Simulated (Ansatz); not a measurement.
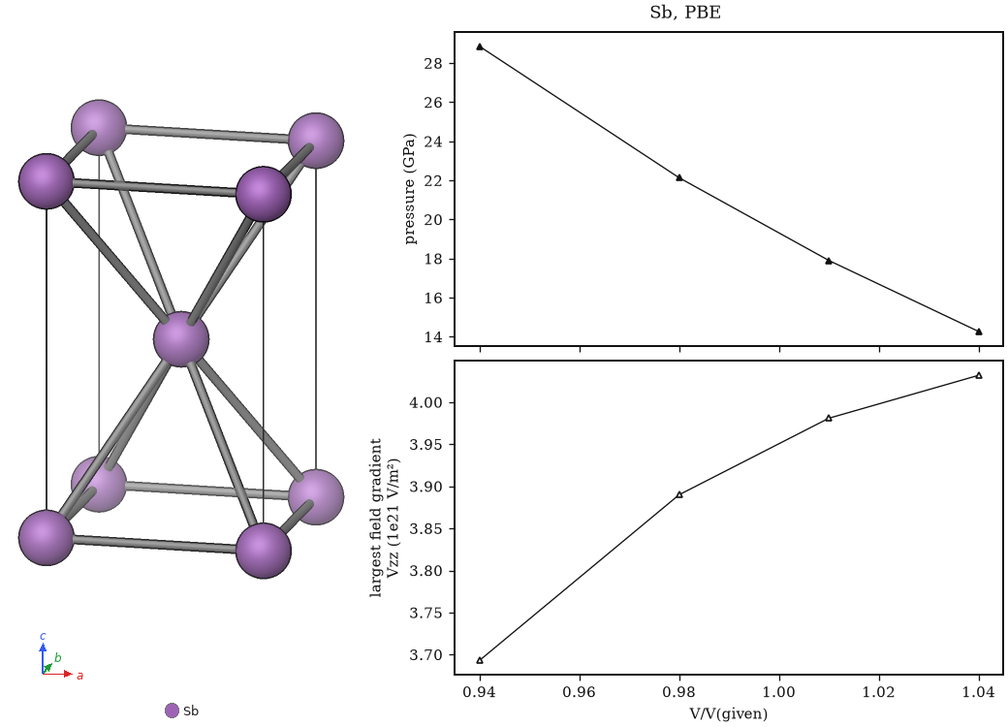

Pressure and largest field gradient Vzz against V/V(given) for Sb, space group I4/mmm (No. 139). The conventional cell is drawn beside the plot.

V(given) is 22.47 Å³/atom.

The pressure falls from 28.9 GPa at V/V(given) 0.94 to 14.3 GPa at 1.04. The largest field gradient Vzz rises from 3.693 1e21 V/m² at V/V(given) 0.94 to 4.032 1e21 V/m² at 1.04.

Calculation (Ansatz 0.2.0): periodic Kohn-Sham DFT of a crystal at fixed atoms, scaled to the stated factor times the given cell; pressure positive in compression. Level: PBE.

method all-electron PAW; relativity scalar; k mesh 19×19×19; occupations Fermi–Dirac; smearing width 0.05 eV; nucleus Gaussian.

Cell as given: a = 3.268 Å, b = 3.268 Å, c = 3.268 Å, α = 125.16°, β = 125.16°, γ = 81.27°; 1 atom.

Note: field gradient without spin-orbit coupling on heavy atoms; no gap: field gradients move with the k mesh; no spin-orbit coupling on heavy atoms; the volumes run don't bracket the minimum of the energy, so any equilibrium value is extrapolated; shape and atomic fractions are frozen while scaling, which makes layered, chain and framework solids too stiff.

Input of one of the runs behind the figure:
```
crystal:
  lattice:
    - [-1.5100000367, 1.5100000367, 2.4882392632]
    - [1.5100000367, -1.5100000367, 2.4882392632]
    - [1.5100000367, 1.5100000367, -2.4882392632]
  atoms:
    - { symbol: Sb, position: [0.0, 0.0, 0.0] }
kpoints:
  mp_grid: { grid: [19, 19, 19] }
scf:
  occupations: { method: fermi_dirac, width: 0.05 }
hamiltonian:
  xc: pbe
  pseudopotentials: { kind: all_electron, datasets: crystal }
output:
  forces: true
  stress: true
  eigenvalues: true
  efg: { contact_densities: true }
```

Command:
```bash
ansatz run input.yaml --threads 1 --pin off --max-ram 3072MiB --backend cpu --events-out ev --progress --plain --runs-dir out
```
